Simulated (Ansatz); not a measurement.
# What a change does: single-point calculation on AlGa2N2

System: AlGa2N2 (I4/mmm, 5 atoms in the cell).
Method of the first run: DFT PBE, scalar-relativistic, plane waves, PAW, spin-polarised (Ansatz 0.2.0).

The structure was made by a generator, so it may or may not be a known phase. Text and figures count atoms from 1; the logs count them from 0 in places.

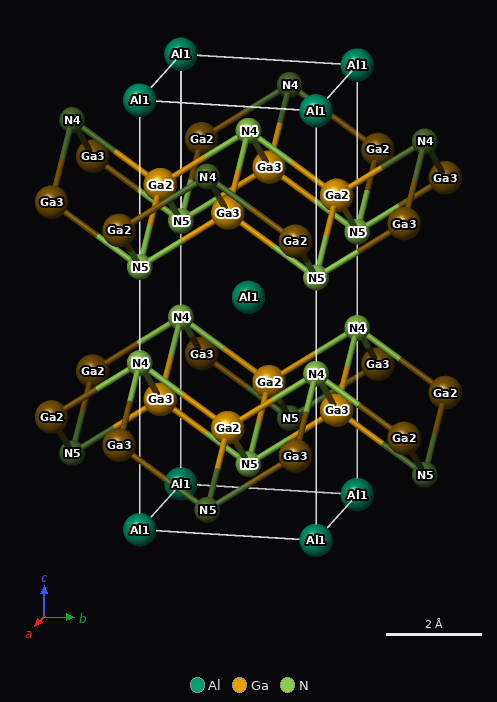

The structure (ball-and-stick view of the cell 2 times as large as that of the calculation, set on its symmetry axes, seen slightly off an axis; neighbours outside the cell are drawn fainter; atoms are numbered from 1 in the order of the input). An atom can appear more than once, as a periodic image.

Input file, the first run:
```yaml
crystal:
  lattice:
    - [-1.91289113, 1.91289113, 4.69979684]
    - [1.91289113, -1.91289113, 4.69979684]
    - [1.91289113, 1.91289113, -4.69979684]
  atoms:
    - { symbol: Al, position: [0.0, 0.0, 0.0] }
    - { symbol: Ga, position: [0.75, 0.25, 0.5] }
    - { symbol: Ga, position: [0.25, 0.75, 0.5] }
    - { symbol: "N", position: [0.38800001, 0.38800001, 0.0], spin: 1.0 }
    - { symbol: "N", position: [0.61199999, 0.61199999, 0.0], spin: 1.0 }
basis:
  ecutwfc: 420
kpoints:
  mp_grid: { grid: [6, 6, 6] }
hamiltonian:
  xc: pbe
scf:
  occupations: { method: gaussian, width: 0.1 }
  lower_state_search: "off"
output:
  forces: true
  stress: true
  eigenvalues: true
  populations: true
magnetization:
  spin_polarized: true
```

Launched with:
```bash
ansatz run input.yaml --threads 1 --pin off --max-ram 2560MiB --backend cpu --events-out ev --progress --plain --runs-dir out
```

Hardware: 1 thread of Intel Xeon @ 2.50GHz (Skylake/Cascade Lake), 189 GiB of memory available, shared host.

Output, shortened to warnings, some set-up lines, iterations and results (the first run):
```
WARN: the starting moments were not kept: the SCF closed with an absolute magnetisation of 4.4e-6 μB, where they sum to 2 μB in size (2 sites). That is at most 0.1 of that sum. Measured as dr2_m measures the in/out step, that magnetisation stands 2.0e-12 eV from none, at or under the dr2_threshold of 1.0e-7 eV: it is no larger than a step whose dr2_m would equal this threshold. The system may …
Basis set: ecut = 420 eV, 1323 PW (Γ), FFT grids on a1+a3, a2+a3, a3, exchange–correlation on 54×54×80 points (8 copies of the dense FFT grid, shifted against one another)
Symmetry: 16 space group operations
k-points: 30 of 216
Initial density: superposition of atomic densities (chi_scale 0.1, normalization cell, long waves kept (reshape's long-wave potential 0.10 eV rms))
[...]
SCF iter   1: F=—  HF=-8866.463956 eV  |F-HF|=—  |Δ(HF+E_count)|=         —  Δρ=4.25e-2 (↑4.25e-2 ↓2.68e-2)  dr2=2.02e0  dr2_m=3.97e-1  M=0.644 μB ∫|m|=0.770 μB  β_m=0.30  …
SCF iter   2: F=—  HF=-8866.334654 eV  |F-HF|=—  |Δ(HF+E_count)|=   1.29e-1  Δρ=2.80e-2 (↑2.80e-2 ↓2.24e-2)  dr2=9.02e-1  dr2_m=2.47e-1  M=0.572 μB ∫|m|=0.668 μB  β_m=0.30  …
SCF iter   3: F=—  HF=-8866.225634 eV  |F-HF|=—  |Δ(HF+E_count)|=   1.09e-1  Δρ=2.00e-2 (↑1.56e-2 ↓2.00e-2)  dr2=2.52e-1  dr2_m=1.71e-1  M=0.458 μB ∫|m|=0.560 μB  β_m=0.30  …
SCF iter   4: F=—  HF=-8866.202373 eV  |F-HF|=—  |Δ(HF+E_count)|=   2.33e-2  Δρ=1.47e-2 (↑1.47e-2 ↓1.41e-2)  dr2=1.51e-2  dr2_m=1.23e-1  M=0.352 μB ∫|m|=0.473 μB  β_m=0.30  …
SCF iter   5: F=—  HF=-8866.239597 eV  |F-HF|=—  |Δ(HF+E_count)|=   3.72e-2  Δρ=1.20e-2 (↑1.18e-2 ↓1.20e-2)  dr2=9.14e-3  dr2_m=8.55e-2  M=0.283 μB ∫|m|=0.404 μB  β_m=0.30  …
[... 9 lines ...]
SCF iter  15: F=—  HF=-8866.317382 eV  |F-HF|=—  |Δ(HF+E_count)|=   1.51e-7  Δρ=9.73e-6 (↑9.73e-6 ↓8.06e-6)  dr2=8.35e-8  dr2_m=1.71e-8  M=0.000 μB ∫|m|=0.000 μB  β_m=0.75  …
SCF iter  16: F=-8866.317382 eV  HF=-8866.317382 eV  |F-HF|=8.66e-9  |Δ(HF+E_count)|=   1.14e-7  Δρ=3.91e-6 (↑3.91e-6 ↓3.15e-6)  dr2=1.52e-9  dr2_m=7.50e-9  M=0.000 μB …
SCF iter  17: F=-8866.317382 eV  HF=-8866.317382 eV  |F-HF|=5.46e-10  |Δ(HF+E_count)|=   1.62e-8  Δρ=8.71e-7 (↑8.71e-7 ↓7.74e-7)  dr2=1.32e-10  dr2_m=3.85e-10  M=0.000 μB …
SCF iter  18: F=-8866.317382 eV  HF=-8866.317382 eV  |F-HF|=7.28e-12  |Δ(HF+E_count)|=   1.03e-9  Δρ=1.15e-7 (↑1.15e-7 ↓8.30e-8)  dr2=5.27e-12  dr2_m=5.19e-12  M=0.000 μB …
SCF 1 converged in 18 iterations: F = -8866.317382 eV  dr2 = 5.27e-12
SCF converged after 18 iterations
Magnetization: 0.0000 μB (19.5000 up, 19.5000 down)
Absolute magnetization: 0.0000 μB (∫|ρ↑−ρ↓|, with the PAW one-centre terms)
Spin contamination: 0.0000 ħ² per cell (⟨S²⟩ above its minimum at these occupations)
Per-site moments (μB) at R_I (Å): [(5.025166293495425e-7, 1.1974297921841113), (2.170019261436492e-7, 0.9533780001513313), (2.1700192639034576e-7, 0.9533780001513313), (2.588510003829504e-7, 0.8685223784853524), (2.58851000131128e-7, 0.8685223784853524)]
Free energy (F): -8866.317382 eV
Harris-Foulkes:  -8866.317382 eV  (|F-HF|=7.28e-12)
Internal energy: -8866.307181 eV  (E = F + TS)
E sigma→0 (E₀):  -8866.312281 eV
Entropy (-TS):   -0.010201 eV (-2.040 meV/atom)
Fermi energy:    9.390071 eV
--- Per-component energies (eV) ---
  E_band       = -64.891465
  E_kinetic    = 495.272413
  E_local      = -4645.504307  (includes V_loc(G=0)·N_el)
  E_nonlocal   = 957.543013
  E_hartree    = 2142.313182
  E_xc         = -293.015661
  E_vxc        = -290.941757  (∫ρ·V_xc dr)
  E_paw        = -4699.106921  (= ΣΔE_a)
  E_vpaw       = -865.887185  (= ΣTr[D̂ρ^β])
  E_aug_tail   = -0.000071  (compensation charges beyond the density's cutoff)
  E_ewald      = -2823.808829
  E_smearing   = -0.010201  (= −TS)
  E_closure    = -0.000000  (closes the sum)
  Σ components = -8866.317382   (vs F -8866.317382, Δ=0.00e0)
--- Forces (eV/Å), atoms counted from 1 ---
  atom   1  Al    -0.00000000     0.00000000     0.00000000
  atom   2  Ga     0.00000000    -0.00000000     0.00000000
  atom   3  Ga     0.00000000    -0.00000000     0.00000000
  atom   4  N      0.00000000    -0.00000000    -2.02541029
  atom   5  N     -0.00000000    -0.00000000     2.02541029
  max |Σ_I F_I| component: 6.25e-17 eV/Å
--- Stress (GPa, compression-positive) ---
       -2.937200       0.000000       0.000000
        0.000000      -2.937200       0.000000
        0.000000       0.000000      -1.215616
  P = ⅓ Tr σ = -2.3633 GPa (-23.633 kbar)
--- Löwdin populations: 5 sites ---
  site symbol       q [e]    m [muB]
     0     Al      2.4354     0.0000
     1     Ga     12.6743     0.0000
     2     Ga     12.6743     0.0000
     3      N      5.5303     0.0000
     4      N      5.5303     0.0000
  spilling = 0.003981 (of n_electrons = 39.000000)
```

The input of the second run differs as follows (lines with − go, lines with + come):
```diff
-    - { symbol: "N", position: [0.38800001, 0.38800001, 0.0], spin: 1.0 }
-    - { symbol: "N", position: [0.61199999, 0.61199999, 0.0], spin: 1.0 }
+    - { symbol: "N", position: [0.38800001, 0.38800001, 0.0] }
+    - { symbol: "N", position: [0.61199999, 0.61199999, 0.0] }
-  populations: true
-magnetization:
-  spin_polarized: true
```

What does this change do to the results?

The energy is the same within 0.01 meV per atom. The SCF takes 7 iterations against 18. On the same kind of shared host the second run took about 0.3 times as long. The two runs start from different initial densities, which also moves the count.

Output, shortened to warnings, some set-up lines, iterations and results (the second run):
```
Basis set: ecut = 420 eV, 1323 PW (Γ), FFT grids on a1+a3, a2+a3, a3, exchange–correlation on 54×54×80 points (8 copies of the dense FFT grid, shifted against one another)
Symmetry: 16 space group operations
k-points: 30 of 216
Initial density: superposition of atomic densities (neutral atoms: chi_scale 0, normalization atom), corrected by the library's trained network
[...]
SCF iter   1: F=—  HF=-8866.319201 eV  |F-HF|=—  |Δ(HF+E_count)|=         —  Δρ=3.23e-3  dr2=1.09e-2  ethr=1.77e-3  ⟨swp⟩=5.6  Hψ=3056  notcnv=0
SCF iter   2: F=—  HF=-8866.318513 eV  |F-HF|=—  |Δ(HF+E_count)|=   6.87e-4  Δρ=2.17e-3  dr2=5.31e-3  ethr=2.80e-5  ⟨swp⟩=1.4  Hψ=1014  notcnv=0
SCF iter   3: F=—  HF=-8866.317565 eV  |F-HF|=—  |Δ(HF+E_count)|=   9.48e-4  Δρ=5.61e-4  dr2=1.88e-4  ethr=1.36e-5  ⟨swp⟩=2.4  Hψ=1125  notcnv=0  defer=1
SCF iter   4: F=—  HF=-8866.317414 eV  |F-HF|=—  |Δ(HF+E_count)|=   1.51e-4  Δρ=1.98e-4  dr2=2.18e-5  ethr=4.82e-7  ⟨swp⟩=2.0  Hψ=1307  notcnv=0  defer=1
SCF iter   5: F=—  HF=-8866.317382 eV  |F-HF|=—  |Δ(HF+E_count)|=   3.24e-5  Δρ=5.58e-5  dr2=2.52e-6  ethr=5.58e-8  ⟨swp⟩=2.9  Hψ=1340  notcnv=0  defer=1
SCF iter   6: F=—  HF=-8866.317382 eV  |F-HF|=—  |Δ(HF+E_count)|=   2.99e-7  Δρ=1.27e-5  dr2=1.31e-7  ethr=6.46e-9  ⟨swp⟩=2.0  Hψ=918  notcnv=0  defer=1
SCF iter   7: F=-8866.317382 eV  HF=-8866.317382 eV  |F-HF|=2.91e-11  |Δ(HF+E_count)|=   4.21e-9  Δρ=3.00e-6  dr2=6.30e-9  ethr=2.56e-10  ⟨swp⟩=6.7  Hψ=2767  notcnv=0
SCF 1 converged in 7 iterations: F = -8866.317382 eV  dr2 = 6.30e-9
SCF converged after 7 iterations
Free energy (F): -8866.317382 eV
Harris-Foulkes:  -8866.317382 eV  (|F-HF|=2.91e-11)
Internal energy: -8866.307181 eV  (E = F + TS)
E sigma→0 (E₀):  -8866.312281 eV
Entropy (-TS):   -0.010201 eV (-2.040 meV/atom)
Fermi energy:    9.390091 eV
--- Per-component energies (eV) ---
  E_band       = -64.889495
  E_kinetic    = 495.272398
  E_local      = -4645.502186  (includes V_loc(G=0)·N_el)
  E_nonlocal   = 957.542984
  E_hartree    = 2142.311319
  E_xc         = -293.015656
  E_vxc        = -290.941760  (∫ρ·V_xc dr)
  E_paw        = -4699.107140  (= ΣΔE_a)
  E_vpaw       = -865.885113  (= ΣTr[D̂ρ^β])
  E_aug_tail   = -0.000071  (compensation charges beyond the density's cutoff)
  E_ewald      = -2823.808829
  E_smearing   = -0.010201  (= −TS)
  E_closure    = -0.000000  (closes the sum)
  Σ components = -8866.317382   (vs F -8866.317382, Δ=0.00e0)
--- Forces (eV/Å), atoms counted from 1 ---
  atom   1  Al    -0.00000000     0.00000000     0.00000000
  atom   2  Ga    -0.00000000    -0.00000000     0.00000000
  atom   3  Ga     0.00000000    -0.00000000     0.00000000
  atom   4  N      0.00000000    -0.00000000    -2.02542403
  atom   5  N      0.00000000    -0.00000000     2.02542403
  max |Σ_I F_I| component: 8.88e-16 eV/Å
--- Stress (GPa, compression-positive) ---
       -2.937158       0.000000       0.000000
        0.000000      -2.937158       0.000000
        0.000000       0.000000      -1.215564
  P = ⅓ Tr σ = -2.3633 GPa (-23.633 kbar)
```

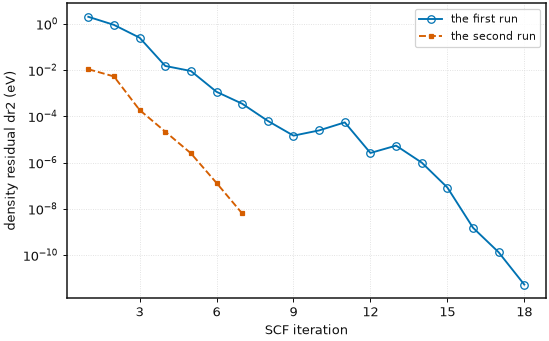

Convergence of the two runs: density residual dr2 against the SCF iteration. The first run takes 18 iterations in all, and the second run takes 7.

The two runs side by side:

| quantity | the first run | the second run |
| --- | --- | --- |
| outcome | converged | converged |
| free energy per atom (eV) | −1773.2635 | −1773.2635 |
| energy per atom, smearing taken to zero (eV) | −1773.2625 | −1773.2625 |
| gap on the mesh (eV) | 0.00 | 0.00 |
| net moment of the cell (μB) | 0.00 | – |
| absolute moment of the cell (μB) | 0.00 | – |
| pressure (GPa) | −2.36 | −2.36 |
| largest force (eV/Å) | 2.025 | 2.025 |
| SCF iterations | 18 | 7 |
| irreducible k-points | 30 | 30 |
| plane waves at Γ | 1323 | 1323 |
| wall time (shared host) | 22 s | 6.5 s |

For the first run: Warnings: some starting moments were not kept. For the second run: The cell holds an odd number of electrons but the run has no spin polarisation, so a band is left half filled.
